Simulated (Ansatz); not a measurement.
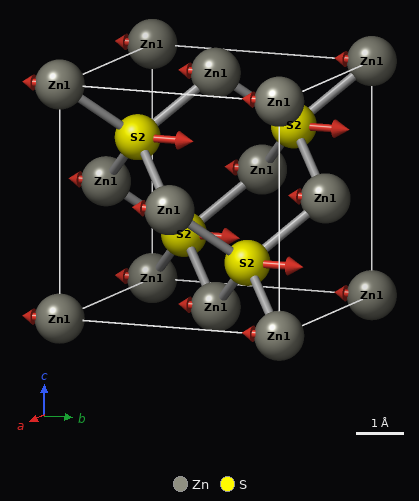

One vibrational mode of solid ZnS relaxed at 16 GPa at the zone centre. The red arrows are the displacements of the atoms (eigenvector over the root of the mass), of arbitrary overall length and sign. Style: ball-and-stick. Shown: the conventional cell (4 times the calculation's cell), slightly off an axis. Lengths and directions refer to the drawn axes.

Computed with DFT PBEsol, scalar-relativistic, plane waves, PAW in Ansatz 0.2.0.

Input
```yaml
crystal:
  lattice:
    - [0.0, 2.5506590799, 2.5506590799]
    - [2.5506590799, 0.0, 2.5506590799]
    - [2.5506590799, 2.5506590799, 0.0]
  atoms:
    - { symbol: Zn, position: [0.0, 0.0, 0.0] }
    - { symbol: S, position: [0.75, 0.75, 0.75] }
basis:
  ecutwfc: 420
kpoints:
  mp_grid: { grid: [10, 10, 10] }
hamiltonian:
  xc: pbesol
scf:
  occupations: { method: fixed }
output:
  eigenvalues: true
phonons:
  method: dfpt
  dielectric: true
  rigid_motions: translations
  eigenvectors: true
```

Command:
```bash
ansatz run input.yaml --threads 1 --pin off --max-ram 3072MiB --backend cpu --events-out ev --progress --plain --runs-dir out
```

Frequencies are those without the non-analytic (LO–TO) term.

What mode is this, and where does it lie in the spectrum?

This is the T₂ mode (triply degenerate; one member of the set is drawn) at 355 cm⁻¹, the only optical level, infrared- and Raman-active by symmetry. The S sublattice moves against the Zn sublattice, along b; the kinetic energy is shared as S 67 %, Zn 33 %. Its infrared intensity is 9.7 (D/Å)²/amu for the set. The value is the transverse one; the longitudinal partner lies at 400 cm⁻¹.
